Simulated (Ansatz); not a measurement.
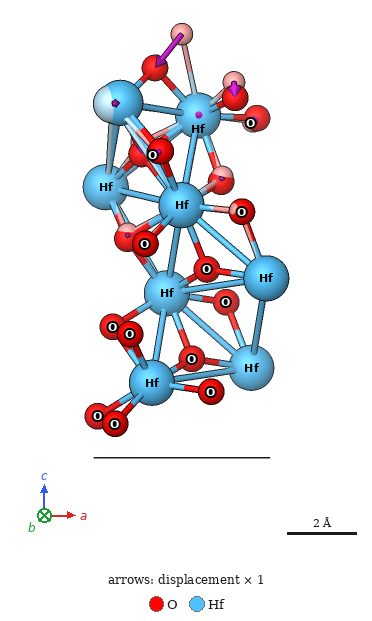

A constrained relaxation of a slab of composition Hf$_{8}$O$_{17}$ (cut from the P2_1/c phase). The starting structure is drawn faded, the final one solid; purple arrows show the displacements, at their true length.

The picture is a ball-and-stick view of the cell of the calculation, outlined in the plane, without the vacuum (origin shifted), seen along the b axis.

Case: 1 O a cell, anchor, over a hollow O-Hf-Hf site. The slab is the (0 0 1) face of HfO2 with O on it. 12 atoms are held fixed.

All numbers below come from Ansatz 0.2.0, DFT PBE+D3(BJ), scalar-relativistic, plane waves, PAW.

The input:
```yaml
crystal:
  lattice:
    - [5.126095951, 0.0, 0.0]
    - [0.0, 5.2021810339, 0.0]
    - [0.0, 0.0, 27.7472087125]
  atoms:
    - { symbol: O, position: [0.6347922139, 0.2419181659, 0.2883172892] }
    - { symbol: O, position: [0.5361300045, 0.7580818341, 0.2961752936] }
    - { symbol: O, position: [0.1832406025, 0.3358219387, 0.322068142] }
    - { symbol: Hf, position: [0.8445046138, 0.5424419743, 0.3315124605] }
    - { symbol: Hf, position: [0.4118787139, 0.0424419743, 0.3472748593] }
    - { symbol: O, position: [0.0731427251, 0.8358219387, 0.3567191777] }
    - { symbol: O, position: [0.7202533231, 0.2580818341, 0.3826120262] }
    - { symbol: O, position: [0.6215911137, 0.7419181659, 0.3904700305] }
    - { symbol: O, position: [0.2687017117, 0.1641780613, 0.4163628789] }
    - { symbol: Hf, position: [0.929965723, 0.9575580257, 0.4258071973] }
    - { symbol: Hf, position: [0.4973398231, 0.4575580257, 0.4415695962] }
    - { symbol: O, position: [0.1586038343, 0.6641780613, 0.4510139147] }
    - { symbol: O, position: [0.8059420475, 0.2460642658, 0.4796778172] }
    - { symbol: O, position: [0.7067388764, 0.7615638145, 0.4885251036] }
    - { symbol: O, position: [0.3491442613, 0.3320972083, 0.5124346173] }
    - { symbol: Hf, position: [0.0175366314, 0.5413107222, 0.5188912978] }
    - { symbol: Hf, position: [0.5904576601, 0.0520258638, 0.5359348439] }
    - { symbol: O, position: [0.2455560568, 0.8350206696, 0.5484930426] }
    - { symbol: O, position: [0.8783699597, 0.2748948508, 0.5740721046] }
    - { symbol: O, position: [0.7865196321, 0.7638673486, 0.5848979691] }
    - { symbol: O, position: [0.4223968141, 0.1807706014, 0.6072264576] }
    - { symbol: Hf, position: [0.1146506409, 0.9534605005, 0.6142279127] }
    - { symbol: Hf, position: [0.6193644076, 0.485390975, 0.6257147404] }
    - { symbol: O, position: [0.3129574154, 0.6861994464, 0.6481802624] }
    - { symbol: O, position: [0.015657488, 0.7083503073, 0.6989961846], spin: 2.0 }
basis:
  ecutwfc: 420
kpoints:
  mp_grid: { grid: [3, 3, 1] }
hamiltonian:
  xc: pbe
  dispersion: d3bj
scf:
  occupations: { method: gaussian, width: 0.05 }
output:
  forces: true
  eigenvalues: true
  populations: true
  write_density: true
  write_potential: true
  elf: true
  volumetric_format: npy
magnetization:
  spin_polarized: true
relax:
  adjacent_minimum: "off"
  f_tol: 0.04
  max_steps: 100
  constraints: [{ sites: [0, 1, 2, 3, 4, 5, 6, 7, 8, 9, 10, 11] }]
efield:
  axis: 3
  dipole_correction: true
  ramp_width: 0.04
```

Command:
```bash
ansatz run input.yaml --threads 8 --pin off --max-ram 20480MiB --backend cpu --events-out ev --progress --plain --runs-dir out
```

Atoms of which element are displaced furthest, and by how much?

Oxygen: up to 1.29 Å, against 0.24 Å for hafnium.

What happened in the run?

The largest move is that of O25, 1.29 Å at 40° to the normal (−c side). By element the largest moves are O 1.29 Å, Hf 0.24 Å. The cell doesn't change. Near-neighbour distances that change, for instance: Hf23–O25 3.099 → 1.985 Å, Hf22–O25 2.723 → 2.063 Å, Hf22–Hf23 3.802 → 4.144 Å, Hf22–Hf23 (another image) 3.532 → 3.199 Å. New bonds form: Hf23–O25 (3.10 → 1.98 Å). Bond angles that change, for instance: Hf22–O20–Hf23 117.0° → 97.1°, Hf16–O20–Hf17 94.5° → 107.7°, Hf22–O24–Hf23 129.1° → 140.4°. The energy falls by 5.157 eV per cell of the calculation in 10 accepted moves (11 points after the start). Largest force component: 2 eV/Å at the start, 0.019 eV/Å at the end. 1 step only repeated the SCF at the same geometry. The run took 7.7 min on 8 threads of Intel(R) Xeon(R) Platinum 8259CL CPU @ 2.50GHz (Skylake/Cascade Lake), with other jobs on the host, peak memory 5.2 GiB.

Limits of the set-up: the periodic images lie only 5.1 Å apart, so the values are limited by the cell's size.
